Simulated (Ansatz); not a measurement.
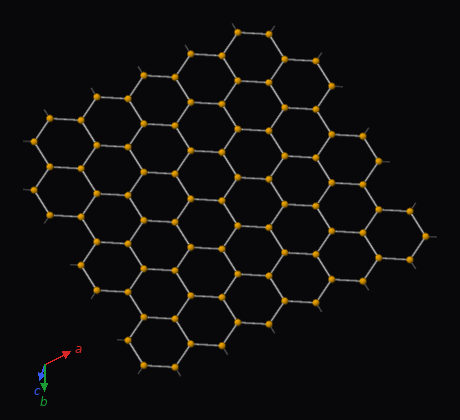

The net above was derived from one of the structures below (computed or model cells, partly hypothetical) by pruning terminal atoms and folding two-connected atoms into edges (only the bonds listed count; of a layer or chain structure one layer or chain is shown).

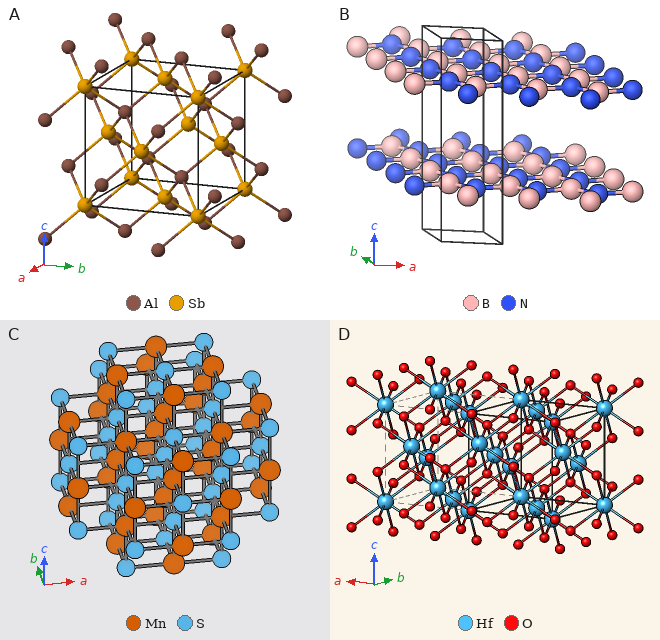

A: AlSb (bonds: Al–Sb below 3 Å)
B: BN (bonds: B–N below 1.6 Å)
C: MnS (bonds: Mn–S below 2.9 Å)
D: HfO2 (bonds: Hf–O below 2.5 Å)
All are geometries used in or obtained from electronic-structure calculations.

Question: Which structure gives this net?

Answer: B, BN: a uninodal 3-connected, two-periodic (layers) net; B and N are 3-connected nodes. It is the hcb net, known from graphene. The others give a uninodal 4-connected, three-periodic net (A), a uninodal 6-connected, three-periodic net (C) and a binodal (4,8)-connected, three-periodic net (D).
